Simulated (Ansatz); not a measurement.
## Geometry relaxation of TiAl₃ (part 3 of 3)

The same run, continued: TiAl₃ (slab, 20 atoms in the cell); DFT r2SCAN, scalar-relativistic, plane waves, PAW, no spin polarisation (Ansatz 0.2.0); cutoff 500 eV, 8×8×1 k-mesh, Gaussian smearing of 0.1 eV. The structure derives from a Materials Project entry. It belongs to a series of runs on one base structure; here: (1 1 0) slab, atoms relaxed.

Geometry of the input (Å; fractional positions):
```
5.0642  0.0000  0.0000
2.1767  4.5726  0.0000
0.0000  0.0000  27.1679
Al 0.5000  0.0000  0.2761
Al -0.0000  0.5000  0.2761
Ti 0.5000  0.5000  0.3258
Al 0.0000  0.0000  0.3258
Al -0.0000  0.5000  0.3756
Al 0.5000  0.0000  0.3756
Ti 0.0000  0.0000  0.4254
Al 0.5000  0.5000  0.4254
Al 0.5000  0.0000  0.4751
Al -0.0000  0.5000  0.4751
Ti 0.5000  0.5000  0.5249
Al 0.0000  0.0000  0.5249
Al -0.0000  0.5000  0.5746
Al 0.5000  0.0000  0.5746
Ti 0.0000  0.0000  0.6244
Al 0.5000  0.5000  0.6244
Al 0.5000  0.0000  0.6742
Al -0.0000  0.5000  0.6742
Ti 0.5000  0.5000  0.7239
Al 0.0000  0.0000  0.7239
```

### Output, continued
```
  k-point 1: bands = ["-56.5774", "-56.1064", "-56.0903", "-56.0860", "-56.0665", "-31.9895", "-31.7667", "-31.6537", "-31.4293", "-31.3843", "-31.3751", "-31.3451", "-31.3348", "-31.3186", "-31.3147", "-31.3121", "-31.2838", "-31.2737", "-31.2601", "-31.2481", "-7.6030", "-7.0105", "-6.1345", "-4.9811", "-3.5671", "-2.5765", "-2.1530", "-1.9934", "-1.4450", "-0.9074", "-0.8921", "-0.4747", "-0.3667", "-0.2848", "-0.0454", "0.0438", "0.1332", "0.2389", "0.6380", "0.7497", "0.8707", "1.0426", "1.0860", "1.1452", "1.2537", "1.3560", "1.4710", "1.6126", "1.6681", "1.9530", "1.9795", "2.0610", "2.1405", "2.3934", "2.7800", "3.1365", "3.4958", "4.1259", "4.4654", "4.4965", "4.6910", "4.7348", "4.8690", "4.9259", "4.9670", "4.9847", "5.0762", "5.1544", "5.2670", "5.4054", "5.5528", "5.7636", "5.8046"]
  k-point 2: bands = ["-56.5774", "-56.1063", "-56.0903", "-56.0860", "-56.0665", "-31.9895", "-31.7669", "-31.6541", "-31.4293", "-31.3847", "-31.3758", "-31.3456", "-31.3347", "-31.3184", "-31.3145", "-31.3124", "-31.2840", "-31.2741", "-31.2603", "-31.2484", "-7.2478", "-6.6614", "-5.7965", "-4.6782", "-3.8311", "-3.3066", "-3.1269", "-2.5138", "-1.9012", "-1.7125", "-1.2052", "-0.9815", "-0.7188", "-0.3723", "-0.2163", "-0.0252", "0.1040", "0.2092", "0.6174", "0.6908", "1.0362", "1.2388", "1.4566", "1.5289", "1.6471", "1.7869", "1.8377", "1.9584", "2.0341", "2.1599", "2.1782", "2.2916", "2.4718", "2.5801", "2.7781", "2.9232", "3.5746", "4.1561", "4.2937", "4.4077", "4.4792", "4.5580", "4.7386", "4.7968", "4.8704", "4.9070", "5.0701", "5.2307", "5.3911", "5.4653", "5.8499", "5.9367", "6.0099"]
  k-point 20: bands = ["-56.5774", "-56.1063", "-56.0902", "-56.0859", "-56.0664", "-31.9893", "-31.7678", "-31.6540", "-31.4290", "-31.3837", "-31.3755", "-31.3453", "-31.3347", "-31.3183", "-31.3154", "-31.3138", "-31.2853", "-31.2741", "-31.2617", "-31.2496", "-6.0421", "-5.5184", "-5.0503", "-4.7045", "-4.4703", "-3.7590", "-3.5855", "-3.3713", "-2.8831", "-2.4106", "-2.2035", "-1.9194", "-1.2278", "-1.2016", "-1.0154", "-0.3233", "-0.2682", "-0.2092", "0.0365", "0.8165", "0.9342", "1.2577", "1.2965", "1.8598", "1.9062", "2.2150", "2.4177", "2.4515", "2.6638", "2.7223", "2.9602", "3.0325", "3.0738", "3.1602", "3.3787", "3.4191", "3.5348", "3.5613", "3.7312", "3.7401", "3.8206", "4.2207", "4.3781", "4.5952", "4.8136", "4.8532", "4.9043", "5.2281", "5.5871", "5.6300", "6.0213", "6.1666", "6.1858"]
--- Relaxed structure (5 steps of the walk, 5 accepted, 0 SCFs on fresh bases) ---
  F+E_penalty+E_count = -20631.11662374 eV   max|allowed force component| = 1.300e-2 eV/Å
  atoms:
    - { symbol: Al, position: [0.5000000000000001, 2.0194839173657902e-28, 0.27921635552398877] }
    - { symbol: Al, position: [0.0, 0.5000000000000001, 0.27921635552398877] }
    - { symbol: Ti, position: [0.5000000000000001, 0.5000000000000001, 0.3246355314511719] }
    - { symbol: Al, position: [3.7806931460647196e-35, 2.2639154131607876e-35, 0.31937442840492836] }
    - { symbol: Al, position: [0.0, 0.5000000000000001, 0.3759949193556361] }
    - { symbol: Al, position: [0.5000000000000001, 2.0194839173657902e-28, 0.3759949193556361] }
    - { symbol: Ti, position: [-2.2840423938036247e-34, 2.2639154132130655e-35, 0.42572543991581924] }
    - { symbol: Al, position: [0.5000000000000001, 0.5000000000000001, 0.424530729775778] }
    - { symbol: Al, position: [0.5000000000000001, 2.0194839173657902e-28, 0.47518817015418424] }
    - { symbol: Al, position: [0.0, 0.5000000000000001, 0.47518817015418424] }
    - { symbol: Ti, position: [0.5000000000000001, 0.5000000000000001, 0.524003670794077] }
    - { symbol: Al, position: [5.773332641089596e-35, 6.47585106556285e-35, 0.5245897539190575] }
    - { symbol: Al, position: [0.0, 0.5000000000000001, 0.5753116219579595] }
    - { symbol: Al, position: [0.5000000000000001, 2.0194839173657902e-28, 0.5753116219579595] }
    - { symbol: Ti, position: [1.2291915214302624e-34, 1.5794758694108585e-36, 0.6223841908039723] }
    - { symbol: Al, position: [0.5000000000000001, 0.5000000000000001, 0.6236886615914384] }
    - { symbol: Al, position: [0.5000000000000001, 2.0194839173657902e-28, 0.6767942014302479] }
    - { symbol: Al, position: [0.0, 0.5000000000000001, 0.6767942014302479] }
    - { symbol: Ti, position: [0.5000000000000001, 0.5000000000000001, 0.7209025479610276] }
    - { symbol: Al, position: [7.401447608615242e-35, -6.159955891658274e-35, 0.7251545085386972] }
```

### Trajectory as extended XYZ (Å, eV, eV/Å), 5 frames, from step=1 to step=5
```
20
Lattice="5.0642 0.0000 0.0000 2.1767 4.5726 0.0000 0.0000 0.0000 27.1679" Properties=species:S:1:pos:R:3:forces:R:3 step=1 energy=-20630.91443
Al    2.5321    0.0000    7.5000    0.0000   0.0000   0.4839
Al    1.0884    2.2863    7.5000    0.0000   0.0000   0.4839
Ti    3.6205    2.2863    8.8520    0.0000   0.0000  -0.2913
Al    0.0000    0.0000    8.8520    0.0000   0.0000  -0.8445
Al    1.0884    2.2863   10.2040    0.0000   0.0000  -0.0929
Al    2.5321    0.0000   10.2040    0.0000   0.0000  -0.0929
Ti    0.0000    0.0000   11.5560    0.0000   0.0000   0.4731
Al    3.6205    2.2863   11.5560    0.0000   0.0000  -0.0457
Al    2.5321    0.0000   12.9080    0.0000   0.0000  -0.0042
Al    1.0884    2.2863   12.9080    0.0000   0.0000  -0.0042
Ti    3.6205    2.2863   14.2599    0.0000   0.0000  -0.1109
Al    0.0000    0.0000   14.2599    0.0000   0.0000   0.0447
Al    1.0884    2.2863   15.6119    0.0000   0.0000   0.0754
Al    2.5321    0.0000   15.6119    0.0000   0.0000   0.0754
Ti    0.0000    0.0000   16.9639    0.0000   0.0000  -0.7336
Al    3.6205    2.2863   16.9639    0.0000   0.0000   0.0792
Al    2.5321    0.0000   18.3159    0.0000   0.0000   0.4276
Al    1.0884    2.2863   18.3159    0.0000   0.0000   0.4276
Ti    3.6205    2.2863   19.6679    0.0000   0.0000  -0.6598
Al    0.0000    0.0000   19.6679    0.0000   0.0000   0.3085
20
Lattice="5.0642 0.0000 0.0000 2.1767 4.5726 0.0000 0.0000 0.0000 27.1679" Properties=species:S:1:pos:R:3:forces:R:3 step=2 energy=-20631.06120
Al    2.5321    0.0000    7.6263    0.0000   0.0000  -0.2558
Al    1.0884    2.2863    7.6263    0.0000   0.0000  -0.2558
Ti    3.6205    2.2863    8.7931    0.0000   0.0000   0.3274
Al    0.0000    0.0000    8.7074    0.0000   0.0000  -0.0827
Al    1.0884    2.2863   10.2182    0.0000   0.0000   0.1470
Al    2.5321    0.0000   10.2182    0.0000   0.0000   0.1470
Ti    0.0000    0.0000   11.5786    0.0000   0.0000  -0.0579
Al    3.6205    2.2863   11.5250    0.0000   0.0000   0.0087
Al    2.5321    0.0000   12.9177    0.0000   0.0000  -0.0415
Al    1.0884    2.2863   12.9177    0.0000   0.0000  -0.0415
Ti    3.6205    2.2863   14.2255    0.0000   0.0000   0.0307
Al    0.0000    0.0000   14.2506    0.0000   0.0000  -0.0630
Al    1.0884    2.2863   15.6411    0.0000   0.0000  -0.1207
Al    2.5321    0.0000   15.6411    0.0000   0.0000  -0.1207
Ti    0.0000    0.0000   16.8792    0.0000   0.0000   0.3298
Al    3.6205    2.2863   16.9204    0.0000   0.0000  -0.2279
Al    2.5321    0.0000   18.3988    0.0000   0.0000  -0.1549
Al    1.0884    2.2863   18.3988    0.0000   0.0000  -0.1549
Ti    3.6205    2.2863   19.4902    0.0000   0.0000   0.7227
Al    0.0000    0.0000   19.7049    0.0000   0.0000  -0.1305
20
Lattice="5.0642 0.0000 0.0000 2.1767 4.5726 0.0000 0.0000 0.0000 27.1679" Properties=species:S:1:pos:R:3:forces:R:3 step=3 energy=-20631.11569
Al    2.5321    0.0000    7.5858    0.0000   0.0000  -0.0027
Al    1.0884    2.2863    7.5858    0.0000   0.0000  -0.0027
Ti    3.6205    2.2863    8.8215    0.0000   0.0000  -0.0004
Al    0.0000    0.0000    8.6838    0.0000   0.0000  -0.0176
Al    1.0884    2.2863   10.2128    0.0000   0.0000   0.0200
Al    2.5321    0.0000   10.2128    0.0000   0.0000   0.0200
Ti    0.0000    0.0000   11.5666    0.0000   0.0000  -0.0078
Al    3.6205    2.2863   11.5364    0.0000   0.0000  -0.0232
Al    2.5321    0.0000   12.9090    0.0000   0.0000   0.0022
Al    1.0884    2.2863   12.9090    0.0000   0.0000   0.0022
Ti    3.6205    2.2863   14.2382    0.0000   0.0000  -0.0023
Al    0.0000    0.0000   14.2509    0.0000   0.0000   0.0068
Al    1.0884    2.2863   15.6287    0.0000   0.0000   0.0092
Al    2.5321    0.0000   15.6287    0.0000   0.0000   0.0092
Ti    0.0000    0.0000   16.9067    0.0000   0.0000   0.0144
Al    3.6205    2.2863   16.9471    0.0000   0.0000  -0.0804
Al    2.5321    0.0000   18.3904    0.0000   0.0000  -0.0292
Al    1.0884    2.2863   18.3904    0.0000   0.0000  -0.0292
Ti    3.6205    2.2863   19.5751    0.0000   0.0000   0.1019
Al    0.0000    0.0000   19.6993    0.0000   0.0000   0.0048
20
Lattice="5.0642 0.0000 0.0000 2.1767 4.5726 0.0000 0.0000 0.0000 27.1679" Properties=species:S:1:pos:R:3:forces:R:3 step=4 energy=-20631.11662
Al    2.5321    0.0000    7.5857    0.0000   0.0000   0.0013
Al    1.0884    2.2863    7.5857    0.0000   0.0000   0.0013
Ti    3.6205    2.2863    8.8197    0.0000   0.0000   0.0057
Al    0.0000    0.0000    8.6767    0.0000   0.0000   0.0081
Al    1.0884    2.2863   10.2150    0.0000   0.0000  -0.0048
Al    2.5321    0.0000   10.2150    0.0000   0.0000  -0.0048
Ti    0.0000    0.0000   11.5661    0.0000   0.0000  -0.0039
Al    3.6205    2.2863   11.5336    0.0000   0.0000  -0.0073
Al    2.5321    0.0000   12.9099    0.0000   0.0000  -0.0005
Al    1.0884    2.2863   12.9099    0.0000   0.0000  -0.0005
Ti    3.6205    2.2863   14.2361    0.0000   0.0000   0.0101
Al    0.0000    0.0000   14.2520    0.0000   0.0000   0.0032
Al    1.0884    2.2863   15.6300    0.0000   0.0000  -0.0032
Al    2.5321    0.0000   15.6300    0.0000   0.0000  -0.0032
Ti    0.0000    0.0000   16.9089    0.0000   0.0000   0.0006
Al    3.6205    2.2863   16.9443    0.0000   0.0000  -0.0131
Al    2.5321    0.0000   18.3871    0.0000   0.0000  -0.0003
Al    1.0884    2.2863   18.3871    0.0000   0.0000  -0.0003
Ti    3.6205    2.2863   19.5854    0.0000   0.0000   0.0047
Al    0.0000    0.0000   19.7009    0.0000   0.0000   0.0061
20
Lattice="5.0642 0.0000 0.0000 2.1767 4.5726 0.0000 0.0000 0.0000 27.1679" Properties=species:S:1:pos:R:3:forces:R:3 step=5 energy=-20631.11662
Al    2.5321    0.0000    7.5857    0.0000   0.0000   0.0013
Al    1.0884    2.2863    7.5857    0.0000   0.0000   0.0013
Ti    3.6205    2.2863    8.8197    0.0000   0.0000   0.0057
Al    0.0000    0.0000    8.6767    0.0000   0.0000   0.0081
Al    1.0884    2.2863   10.2150    0.0000   0.0000  -0.0047
Al    2.5321    0.0000   10.2150    0.0000   0.0000  -0.0047
Ti    0.0000    0.0000   11.5661    0.0000   0.0000  -0.0038
Al    3.6205    2.2863   11.5336    0.0000   0.0000  -0.0072
Al    2.5321    0.0000   12.9099    0.0000   0.0000  -0.0004
Al    1.0884    2.2863   12.9099    0.0000   0.0000  -0.0004
Ti    3.6205    2.2863   14.2361    0.0000   0.0000   0.0099
Al    0.0000    0.0000   14.2520    0.0000   0.0000   0.0031
Al    1.0884    2.2863   15.6300    0.0000   0.0000  -0.0033
Al    2.5321    0.0000   15.6300    0.0000   0.0000  -0.0033
Ti    0.0000    0.0000   16.9089    0.0000   0.0000   0.0007
Al    3.6205    2.2863   16.9443    0.0000   0.0000  -0.0130
Al    2.5321    0.0000   18.3871    0.0000   0.0000  -0.0003
Al    1.0884    2.2863   18.3871    0.0000   0.0000  -0.0003
Ti    3.6205    2.2863   19.5854    0.0000   0.0000   0.0050
Al    0.0000    0.0000   19.7009    0.0000   0.0000   0.0061
```

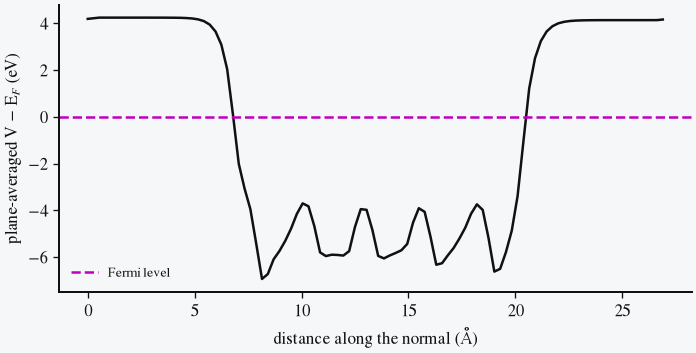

**Figure 1.** Plane average of the electrostatic potential energy of an electron across the cell, from the Fermi level. The vacuum level lies 4.14 eV above the Fermi level on the upper side and 4.24 eV on the lower.

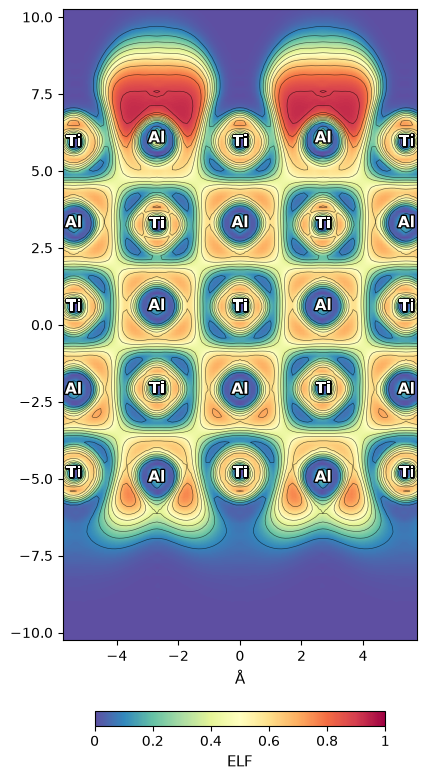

**Figure 2.** Electron localisation function on the (110) plane of the calculation cell, a cut from vacuum to vacuum. The section cuts through Ti and Al sites. Ti–Al (2.64 Å): the ELF is about 0.40 at the midpoint, which marks nearly free electrons, as in a simple metal. Ti–Al (2.69 Å): the ELF is about 0.40 at the midpoint, as expected for metallic bonding. Ti–Al (2.79 Å): the ELF is about 0.45 at the midpoint, as expected for nearly free electrons, as in a simple metal. The strong features right at Ti lie inside the PAW spheres (semicore, d or f shells) and say nothing about bonding. In a PAW calculation such maps are meaningful between the atoms, not at the nuclei.

### Results in brief

| quantity | value |
| --- | --- |
| outcome | converged |
| electrons treated | 105 |
| free energy | −20631.1166 eV |
| work function, top face | 4.14 eV |
| work function, bottom face | 4.24 eV |
| Fermi energy | 2.768 eV |
| gap on the k-point mesh | none (metallic) |
| final volume | 629.11 Å³ |
| work function (upper face) | 4.14 eV |
| largest force (length of the vector) at the end | 0.013 eV/Å |
| wall time | 11 min (CPU time 21 min) |
| peak memory | 2.9 GiB |

The program warns: the exchange-correlation potential is rough where the density is thin.
